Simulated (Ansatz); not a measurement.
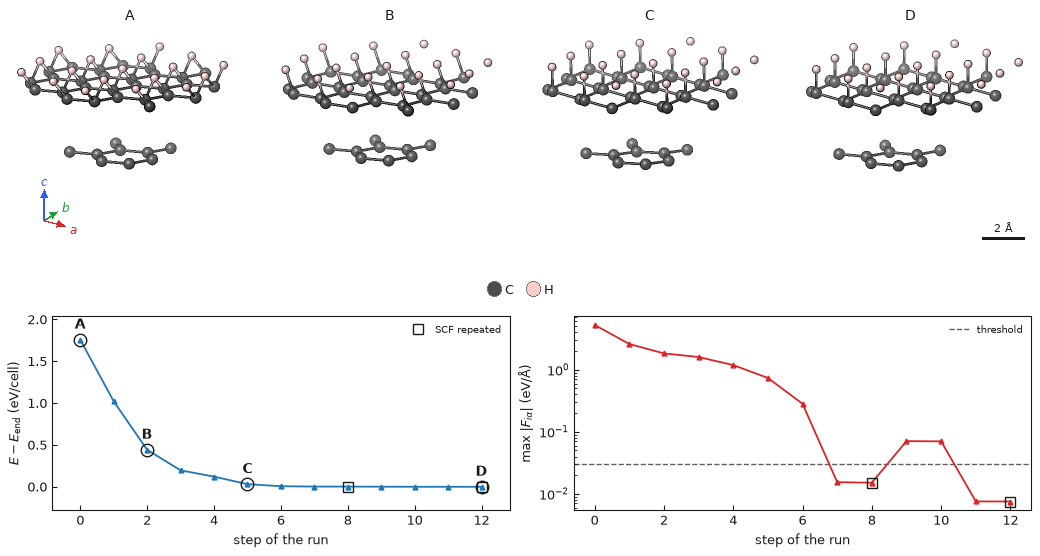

Frames of a constrained relaxation of a slab of composition HC$_{10}$ (cut from the Fmmm phase), marked on the history of the run. A ball-and-stick model of the atoms within 5.0 Å of the atom that moves most (axes of the 3 × 3 repeat of the cell, outlined in the plane, without the vacuum), seen slightly off an axis.

Case: H put at a bridge C-C site. The slab is the (0 0 1) face of C with H on it. 4 atoms are held fixed.

These are results of DFT PBE+D3(BJ), scalar-relativistic, plane waves, PAW (Ansatz), not measurements. (plane-wave cutoff 420 eV; k-point mesh 12 × 12 × 1; occupations gaussian; smearing width 0.1 eV; no spin polarisation; dipole correction; atoms relaxed in a fixed cell; force threshold 0.03 eV/Å; at most 70 steps)

Q: Describe the path.

A: The H atom moves most: 0.74 Å at 78° to the normal (+c side). Largest moves by element: H 0.74 Å, C 0.58 Å. The cell doesn't change. Some distances before and after: C–H 1.469 → 2.026 Å, C–H 1.071 → 1.174 Å, C–C 1.423 → 1.448 Å. Bond angles that change, for instance: C–C–H 131.7° → 100.5°, C–C–H 70.6° → 100.7°, C–C–C 120.0° → 116.7°. The energy falls by 1.758 eV per cell of the calculation in 10 accepted moves (12 points after the start). The largest force component goes from 5.3 to 0.0075 eV/Å. 2 steps only repeated the SCF at the same geometry. The forces were under the threshold at step 7, but the run went on from there. The run may lie on a higher electronic state than the lowest, so the end point isn't shown to be the ground-state structure. From step 0 to 2: a C atom moves most (0.34 Å), energy −1.316 eV per cell of the calculation. From step 2 to 5: the H atom moves most (0.34 Å), energy −0.411 eV per cell of the calculation. From step 5 to 12: C atoms move most (0.35 Å), energy −31.2 meV per cell of the calculation.

```
step  E − E(0), meV/atom  largest force component, eV/Å                         note
   0                0.00                         5.2662                             
   1              -67.04                         2.6015                             
   2             -119.65                         1.8323                             
   3             -141.98                         1.6036                             
   4             -148.81                         1.1876                             
   5             -157.02                         0.7379                             
   6             -159.23                         0.2833                             
   7             -159.63                         0.0154                             
   8             -159.63                         0.0151  same geometry, SCF repeated
   9             -159.76                         0.0708                             
  10             -159.83                         0.0702                             
  11             -159.86                         0.0076                             
  12             -159.86                         0.0075  same geometry, SCF repeated
```

Limits of the set-up: the periodic images lie only 2.5 Å apart, so the values are limited by the cell's size.
